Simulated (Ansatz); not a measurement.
# Ge: what the fields show

The calculation's input:

```
crystal:
  lattice:
    - [0.0, 0.0, -2.6427277821]
    - [2.7652112298, 0.0, 0.0]
    - [0.0, -5.0390024825, 0.0]
  atoms:
    - { symbol: Ge, position: [0.07567938, 0.5, 0.0] }
    - { symbol: Ge, position: [-0.07567938, 0.0, 0.5] }
basis:
  ecutwfc: 420
kpoints:
  mp_grid: { grid: [22, 22, 12] }
hamiltonian:
  xc: pbesol
scf:
  occupations: { method: gaussian, width: 0.15 }
output:
  forces: true
  stress: true
  eigenvalues: true
  write_density: true
  write_potential: true
  elf: true
  volumetric_format: npy
```

Launched as:

```sh
ansatz run input.yaml --threads 2 --pin off --max-ram 5120MiB --backend cpu --events-out ev --progress --plain --runs-dir out
```

Below, planes, directions and counts refer to the conventional cell (a = 2.77 Å, b = 5.04 Å, c = 2.64 Å, α = 90.00°, β = 90.00°, γ = 90.00°).

Space group Pmmn; a structure from a database of computed crystals, not necessarily the ambient phase.

These are results of DFT PBEsol, scalar-relativistic, plane waves, PAW in Ansatz 0.2.0, not measurements.

Core electrons are frozen (PAW), and the valence fields are smoothed inside the atomic spheres.

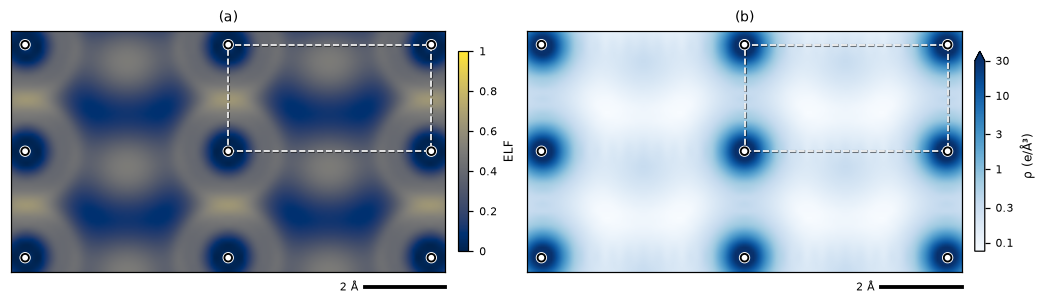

Figure 1. (a) electron localisation function; (b) valence electron density on the (100) plane of the conventional cell. Circles mark the nuclei in the plane (Ge).

Interpret the plot.

Answer. Atoms in the plane: Ge.
Ge–Ge (2.64 Å): the density is about 0.38 e/Å³ at the midpoint; the ELF peaks at about 0.65 between the atoms.
Between the atoms the lowest density in this plane is 0.08 e/Å³.

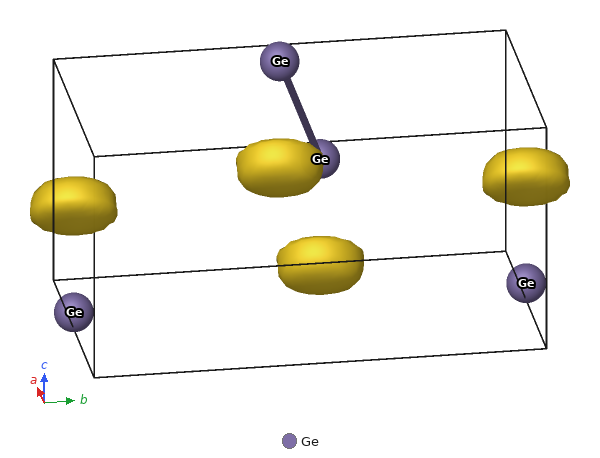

Figure 2. Isosurface of the electron localisation function at 0.55 (yellow), seen at an oblique angle. Only the valence region is drawn (cores and ρ < 0.01 e/Å³ removed). Sticks mark near contacts.

Describe the localisation domains.

Answer. The surface consists of two regions between bonded Ge–Ge atoms, counted in one cell of 2 atoms. Any copies at cell faces, edges or corners count once.


 Ge–Ge (2.77 Å): the ELF is about 0.50 at the midpoint.

Does the calculation give a band gap?

Answer. It is metallic or semimetallic at this level of theory: no gap opens.
